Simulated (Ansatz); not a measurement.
## Run report: GaN, geometry relaxation (part 1 of 2)

System: GaN (P6₃mc, 4 atoms in the cell).
Method: DFT LDA, scalar-relativistic, plane waves, PAW, no spin polarisation (Ansatz 0.2.0).

The structure derives from an entry of the Crystallography Open Database. Figures and captions count atoms from 1; the log counts them from 0 in places.

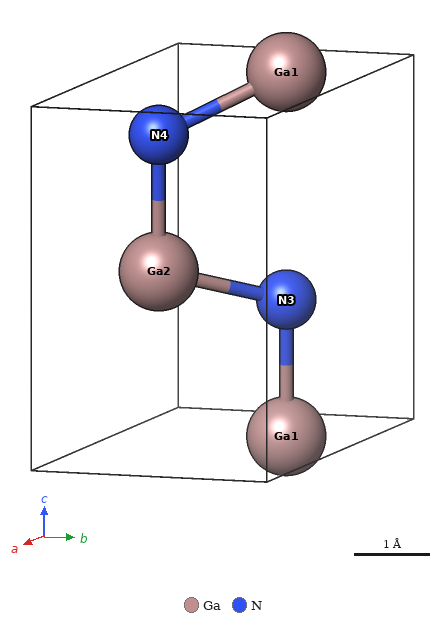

The structure as given in the input (ball-and-stick view of the cell of the calculation, seen at an oblique angle; atoms are numbered from 1 in the order of the input).

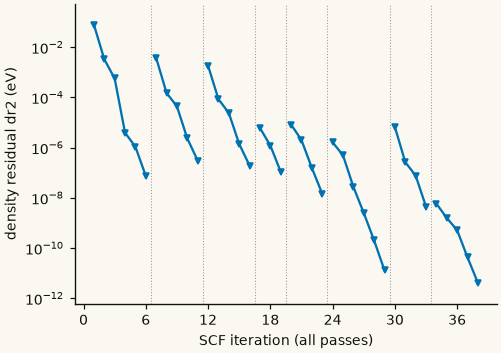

Convergence of the self-consistent field: density residual dr2 against the SCF iteration. The dotted lines part the SCF passes of the relaxation: geometry steps, rejected trials and re-solves on a re-selected basis. The 8 passes take 3 to 6 iterations each, 38 in all.

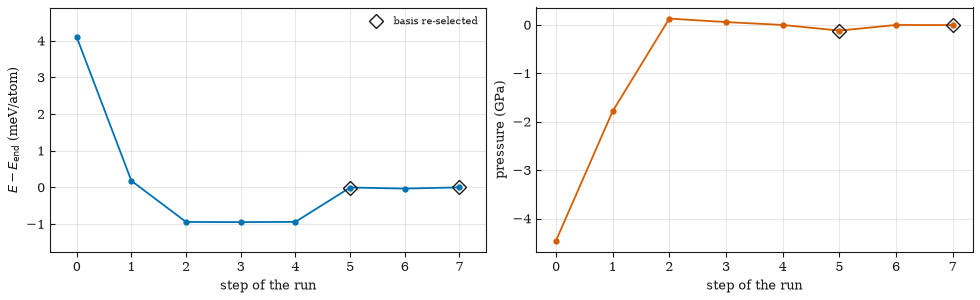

Progress of the relaxation, step by step (the first geometry is step 0 here and step 1 in the log).

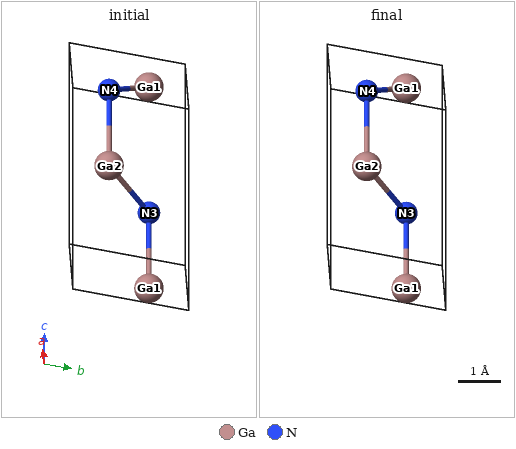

Before (left) and after (right) the relaxation, at one scale (ball-and-stick view of the cell of the calculation, seen at an oblique angle). The atoms keep their places relative to the cell (all moves are under 0.005 Å). Cell: a = b 3.180 → 3.152 Å (−0.9 %), c 5.166 → 5.138 Å (−0.5 %). Volume −2.3 %. Among the contacts that change: Ga1–N4 1.946 → 1.927 Å. The space group stays P6_3mc (No. 186). The energy falls by 4.1 meV per atom in 5 geometry steps. Largest force component: 0.13 eV/Å at the start, under 0.0001 eV/Å at the end. Pressure: −4.46 GPa at the start and 0.00 GPa at the end. The basis was re-selected once at an unchanged geometry, which shifts the energy a little without any move. The energy change given includes the shifts at the re-selections in mid-walk, which come without any move. A last SCF at the same geometry on a re-selected plane-wave basis shifts the energy by +0.0 meV per atom. (Atoms are counted from 1 in the order of the input.)

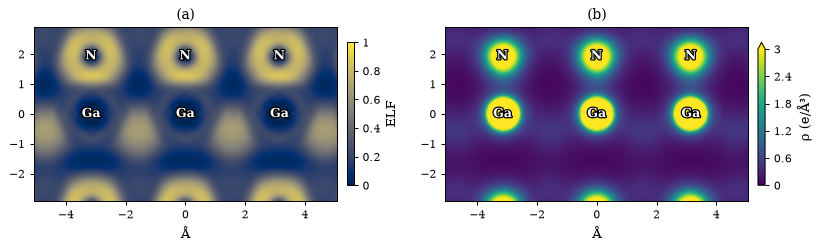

(a) electron localisation function; (b) valence charge density (pseudo) on the (100) plane of the conventional cell. Atoms in the plane: Ga and N. Ga–N (1.93 Å): ρ is about 0.79 e/Å³ halfway; the ELF is about 0.50 at the midpoint. Away from the nuclei the density in this plane falls to 0.06 e/Å³ at its lowest. Core electrons are frozen (PAW), so the fields are smoothed inside the atomic spheres.

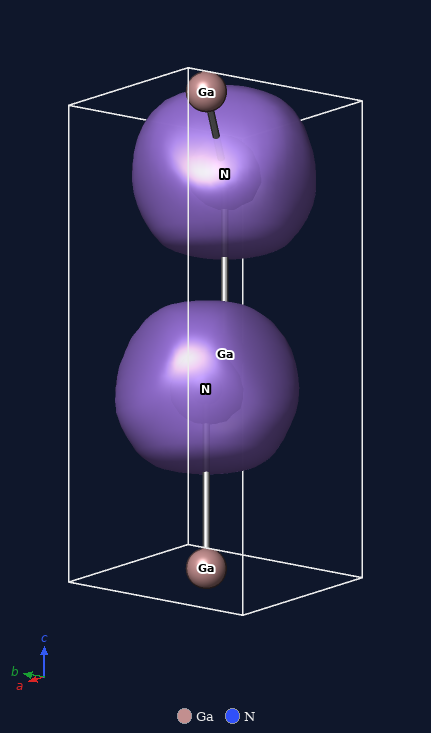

Isosurface of the electron localisation function at 0.6 (purple), seen at an oblique angle. Core shells and regions of very low density are left out. Sticks mark near contacts. The outline is the cell set on symmetry axes. Values along the shortest contacts: Ga–N (1.93 Å): the ELF is about 0.50 at the midpoint.

The input and output of the run follow.

## Input file
```yaml
crystal:
  lattice:
    - [3.18, 0.0, 0.0]
    - [-1.59, 2.753960784, 0.0]
    - [0.0, 0.0, 5.166]
  atoms:
    - { symbol: Ga, position: [0.3333333333, 0.6666666667, 0.0] }
    - { symbol: Ga, position: [0.6666666667, 0.3333333333, 0.5] }
    - { symbol: "N", position: [0.3333333333, 0.6666666667, 0.375] }
    - { symbol: "N", position: [0.6666666667, 0.3333333333, 0.875] }
basis:
  ecutwfc: 420
kpoints:
  mp_grid: { grid: [12, 12, 6] }
hamiltonian:
  xc: lda
scf:
  occupations: { method: gaussian, width: 0.02 }
output:
  forces: true
  stress: true
  eigenvalues: true
  write_density: true
  write_potential: true
  elf: true
  volumetric_format: npy
relax:
  adjacent_minimum: "off"
  f_tol: 0.005
  max_steps: 80
  cell: { stress_tol: 0.05 }
```

Launch command:
```bash
ansatz run input.yaml --threads 1 --pin off --max-ram 3072MiB --backend cpu --events-out ev --progress --plain --runs-dir out
```

## Log
```
Engine: ansatz 0.2.0, x86_64-unknown-linux-gnu
Pseudopotentials: kind: paw
Pseudopotential: Ga, paw, valence charge 13, recommended cutoff 420 eV (normal), Ga.paw.azcp
Pseudopotential: N, paw, valence charge 5, recommended cutoff 420 eV (normal), N.paw.azcp
Functional definition: SPW92
  exchange = slater_x
  correlation = pw_c
Crystal: 4 atoms, lattice volume = 45.242 Å³
Basis set: ecut = 420 eV, 881 PW (Γ)
Bands: 22, of which v1, the nominal top of the filled ones, is band 18 counted from 1 (17 counted from 0)
Symmetry: 12 space group operations
Space group: P63mc (ITA 186), of the structure as read, at distance tolerance 3.6e-5 Å
k-points: 76 of 864 (time reversal used)
Non-local potential: Ga, projectors of the file, l = 0: 2, l = 1: 2, l = 2: 3, l = 3: 1
Non-local potential: N, projectors of the file, l = 0: 2, l = 1: 2, l = 2: 1
PAW form: soft (Blöchl's): semilocal exchange-correlation on the pseudo side does not see the compensation charge
PAW frozen core: Ga, regenerated for the run's functional, and the local potential with it (the file was generated under x = pbe(κ = 0.804, μ = 0.2195149727645171), c = pbe(β = 0.06672455060314922))
PAW frozen core: N, regenerated for the run's functional, and the local potential with it (the file was generated under x = pbe(κ = 0.804, μ = 0.2195149727645171), c = pbe(β = 0.06672455060314922))
PAW one-centre angular grid: Ga, 590 points (default); XC on 64 Gauss nodes
PAW one-centre angular grid: N, 110 points (default); XC on 64 Gauss nodes
Initial density: superposition of atomic densities (neutral atoms: chi_scale 0, normalization atom), corrected by the library's trained network
Initial wavefunctions: pseudopotential atomic-orbital guess
Functional: x = slater, c = lda
SCF iter   1: F=—  HF=-8164.196507 eV  |F-HF|=—  |Δ(HF+E_count)|=         —  Δρ=1.36e-2  dr2=7.99e-2  ethr=1.77e-3  ⟨swp⟩=5.3  Hψ=6950  notcnv=0
preconditioner: auto → Resta (q_TF=auto, 2.626 Å⁻¹)  ε∞=5.0  [insulator: Δε(μ)=1.867 eV  Ē_g=16.547 eV  σ=0.020 eV  W_gap=1.00  n_scr=22 (ndim 8)  ℏωp=33.1 eV  f_vac=0.008  D(μ)=0.00/eV (n_scr^D=0)  ε∞_Penn≈5.0]
SCF iter   2: F=—  HF=-8164.174052 eV  |F-HF|=—  |Δ(HF+E_count)|=   2.25e-2  Δρ=3.60e-3  dr2=3.35e-3  ethr=2.22e-4  ⟨swp⟩=2.4  Hψ=3192  notcnv=0
SCF iter   3: F=—  HF=-8164.173136 eV  |F-HF|=—  |Δ(HF+E_count)|=   9.16e-4  Δρ=1.63e-3  dr2=5.73e-4  ethr=9.29e-6  ⟨swp⟩=1.1  Hψ=1683  notcnv=0
SCF iter   4: F=—  HF=-8164.172942 eV  |F-HF|=—  |Δ(HF+E_count)|=   1.93e-4  Δρ=1.28e-4  dr2=3.98e-6  ethr=1.59e-6  ⟨swp⟩=2.2  Hψ=2828  notcnv=0
SCF iter   5: F=—  HF=-8164.172945 eV  |F-HF|=—  |Δ(HF+E_count)|=   2.85e-6  Δρ=6.01e-5  dr2=1.09e-6  ethr=1.11e-8  ⟨swp⟩=2.0  Hψ=3025  notcnv=0
SCF iter   6: F=-8164.172944 eV  HF=-8164.172944 eV  |F-HF|=1.53e-9  |Δ(HF+E_count)|=   1.23e-6  Δρ=1.22e-5  dr2=7.50e-8  ethr=2.78e-10  ⟨swp⟩=6.0  Hψ=11194  notcnv=0
SCF 1 converged in 6 iterations: F = -8164.172944 eV  dr2 = 7.50e-8
  greatest PAW one-centre occupation: 0.996 electrons in one spin orbital (limit 2), on the Ga atom at site 0 (counted from 0), in its partial waves of l = 2
relax step   1: F+E_penalty+E_count = -8164.17294374 eV  Δ(F+E_penalty+E_count) = +0.000e0 eV  max|allowed force component| = 1.261e-1 eV/Å  Δτ_max = 0.0000 Å  P = -4.456 GPa  Ω = 45.242 Å³  (6 SCF iters, dr2 threshold 1.00e-7 eV, accepted)
Crystal: 4 atoms, lattice volume = 44.620 Å³
Basis set: ecut = 420 eV, 869 PW (Γ)
Initial density: handed on by an earlier stage of this run
Initial wavefunctions: those handed on with the density
iter 1 solved again at ethr=1.02e-5 eV; its pass at ethr=3.10e-3 eV (dr2=3.67e-3 eV) is discarded
SCF iter   1: F=—  HF=-8164.189738 eV  |F-HF|=—  |Δ(HF+E_count)|=         —  Δρ=2.77e-3  dr2=3.77e-3  ethr=1.02e-5  ⟨swp⟩=2.2  Hψ=8491  notcnv=0
preconditioner: auto → Resta (q_TF=auto, 2.632 Å⁻¹)  ε∞=5.0  [insulator: Δε(μ)=2.083 eV  Ē_g=16.669 eV  σ=0.020 eV  W_gap=1.00  n_scr=22 (ndim 8)  ℏωp=33.4 eV  f_vac=0.005  D(μ)=0.00/eV (n_scr^D=0)  ε∞_Penn≈5.0]
SCF iter   2: F=—  HF=-8164.188663 eV  |F-HF|=—  |Δ(HF+E_count)|=   1.07e-3  Δρ=5.91e-4  dr2=1.52e-4  ethr=1.02e-5  ⟨swp⟩=2.0  Hψ=2417  notcnv=0
SCF iter   3: F=—  HF=-8164.188626 eV  |F-HF|=—  |Δ(HF+E_count)|=   3.66e-5  Δρ=3.38e-4  dr2=4.44e-5  ethr=4.21e-7  ⟨swp⟩=1.0  Hψ=1674  notcnv=0
SCF iter   4: F=—  HF=-8164.188619 eV  |F-HF|=—  |Δ(HF+E_count)|=   7.52e-6  Δρ=8.01e-5  dr2=2.34e-6  ethr=1.23e-7  ⟨swp⟩=2.1  Hψ=3049  notcnv=0
SCF iter   5: F=-8164.188617 eV  HF=-8164.188617 eV  |F-HF|=4.20e-9  |Δ(HF+E_count)|=   1.80e-6  Δρ=3.11e-5  dr2=3.07e-7  ethr=1.11e-9  ⟨swp⟩=9.0  Hψ=14373  notcnv=0
SCF 2 converged in 5 iterations: F = -8164.188617 eV  dr2 = 3.07e-7
  greatest PAW one-centre occupation: 0.996 electrons in one spin orbital (limit 2), on the Ga atom at site 1 (counted from 0), in its partial waves of l = 2
relax step   2: F+E_penalty+E_count = -8164.18861678 eV  Δ(F+E_penalty+E_count) = -1.567e-2 eV  max|allowed force component| = 9.267e-2 eV/Å  Δτ_max = 0.0002 Å  P = -1.783 GPa  Ω = 44.620 Å³  energy of the carried Pulay correction = +2.542e-3 eV  (5 SCF iters, dr2 threshold 4.00e-7 eV, accepted)
Crystal: 4 atoms, lattice volume = 44.202 Å³
Basis set: ecut = 420 eV, 845 PW (Γ)
iter 1 solved again at ethr=5.07e-6 eV; its pass at ethr=3.10e-3 eV (dr2=1.82e-3 eV) is discarded
SCF iter   1: F=—  HF=-8164.193662 eV  |F-HF|=—  |Δ(HF+E_count)|=         —  Δρ=1.97e-3  dr2=1.86e-3  ethr=5.07e-6  ⟨swp⟩=2.0  Hψ=8261  notcnv=0
preconditioner: auto → Resta (q_TF=auto, 2.637 Å⁻¹)  ε∞=5.0  [insulator: Δε(μ)=2.142 eV  Ē_g=16.737 eV  σ=0.020 eV  W_gap=1.00  n_scr=22 (ndim 8)  ℏωp=33.5 eV  f_vac=0.005  D(μ)=0.00/eV (n_scr^D=0)  ε∞_Penn≈5.0]
SCF iter   2: F=—  HF=-8164.193131 eV  |F-HF|=—  |Δ(HF+E_count)|=   5.31e-4  Δρ=4.43e-4  dr2=8.60e-5  ethr=5.07e-6  ⟨swp⟩=2.0  Hψ=2421  notcnv=0
SCF iter   3: F=—  HF=-8164.193110 eV  |F-HF|=—  |Δ(HF+E_count)|=   2.10e-5  Δρ=2.47e-4  dr2=2.41e-5  ethr=2.39e-7  ⟨swp⟩=1.5  Hψ=2038  notcnv=0
SCF iter   4: F=—  HF=-8164.193107 eV  |F-HF|=—  |Δ(HF+E_count)|=   3.28e-6  Δρ=6.28e-5  dr2=1.41e-6  ethr=6.71e-8  ⟨swp⟩=2.4  Hψ=3104  notcnv=0
SCF iter   5: F=-8164.193106 eV  HF=-8164.193106 eV  |F-HF|=2.63e-8  |Δ(HF+E_count)|=   1.08e-6  Δρ=2.48e-5  dr2=1.93e-7  ethr=1.11e-9  ⟨swp⟩=9.0  Hψ=14433  notcnv=0
SCF 3 converged in 5 iterations: F = -8164.193106 eV  dr2 = 1.93e-7
relax step   3: F+E_penalty+E_count = -8164.19310585 eV  Δ(F+E_penalty+E_count) = -4.489e-3 eV  max|allowed force component| = 3.506e-2 eV/Å  Δτ_max = 0.0019 Å  P = +0.130 GPa  Ω = 44.202 Å³  energy of the carried Pulay correction = +4.267e-3 eV  (5 SCF iters, dr2 threshold 4.00e-7 eV, accepted)
Crystal: 4 atoms, lattice volume = 44.218 Å³
iter 1 solved again at ethr=1.66e-8 eV; its pass at ethr=3.10e-3 eV (dr2=5.98e-6 eV) is discarded
SCF iter   1: F=—  HF=-8164.193126 eV  |F-HF|=—  |Δ(HF+E_count)|=         —  Δρ=1.51e-4  dr2=6.11e-6  ethr=1.66e-8  ⟨swp⟩=2.7  Hψ=7840  notcnv=0
preconditioner: auto → Resta (q_TF=auto, 2.636 Å⁻¹)  ε∞=5.0  [insulator: Δε(μ)=2.125 eV  Ē_g=16.733 eV  σ=0.020 eV  W_gap=1.00  n_scr=22 (ndim 8)  ℏωp=33.5 eV  f_vac=0.005  D(μ)=0.00/eV (n_scr^D=0)  ε∞_Penn≈5.0]
SCF iter   2: F=—  HF=-8164.193124 eV  |F-HF|=—  |Δ(HF+E_count)|=   1.92e-6  Δρ=7.07e-5  dr2=1.22e-6  ethr=1.66e-8  ⟨swp⟩=2.3  Hψ=2383  notcnv=0
SCF iter   3: F=-8164.193124 eV  HF=-8164.193124 eV  |F-HF|=3.63e-8  |Δ(HF+E_count)|=   3.85e-7  Δρ=1.68e-5  dr2=1.10e-7  ethr=6.30e-10  ⟨swp⟩=6.0  Hψ=11067  notcnv=0
SCF 4 converged in 3 iterations: F = -8164.193124 eV  dr2 = 1.10e-7
relax step   4: F+E_penalty+E_count = -8164.19312376 eV  Δ(F+E_penalty+E_count) = -1.790e-5 eV  max|allowed force component| = 1.790e-2 eV/Å  Δτ_max = 0.0007 Å  P = +0.058 GPa  Ω = 44.218 Å³  energy of the carried Pulay correction = +4.201e-3 eV  (3 SCF iters, dr2 threshold 2.27e-7 eV, accepted)
Crystal: 4 atoms, lattice volume = 44.231 Å³
iter 1 solved again at ethr=2.31e-8 eV; its pass at ethr=3.10e-3 eV (dr2=8.32e-6 eV) is discarded
SCF iter   1: F=—  HF=-8164.193102 eV  |F-HF|=—  |Δ(HF+E_count)|=         —  Δρ=1.87e-4  dr2=8.38e-6  ethr=2.31e-8  ⟨swp⟩=2.7  Hψ=7699  notcnv=0
preconditioner: auto → Resta (q_TF=auto, 2.636 Å⁻¹)  ε∞=5.0  [insulator: Δε(μ)=2.126 eV  Ē_g=16.731 eV  σ=0.020 eV  W_gap=1.00  n_scr=22 (ndim 8)  ℏωp=33.5 eV  f_vac=0.006  D(μ)=0.00/eV (n_scr^D=0)  ε∞_Penn≈5.0]
SCF iter   2: F=—  HF=-8164.193100 eV  |F-HF|=—  |Δ(HF+E_count)|=   2.44e-6  Δρ=9.17e-5  dr2=2.02e-6  ethr=2.31e-8  ⟨swp⟩=2.2  Hψ=2739  notcnv=0
SCF iter   3: F=—  HF=-8164.193099 eV  |F-HF|=—  |Δ(HF+E_count)|=   5.71e-7  Δρ=1.88e-5  dr2=1.57e-7  ethr=5.62e-9  ⟨swp⟩=2.1  Hψ=2778  notcnv=0
SCF iter   4: F=-8164.193099 eV  HF=-8164.193099 eV  |F-HF|=5.40e-9  |Δ(HF+E_count)|=   2.00e-8  Δρ=6.41e-6  dr2=1.47e-8  ethr=1.18e-10  ⟨swp⟩=7.2  Hψ=9298  notcnv=0
SCF 5 converged in 4 iterations: F = -8164.193099 eV  dr2 = 1.47e-8
```
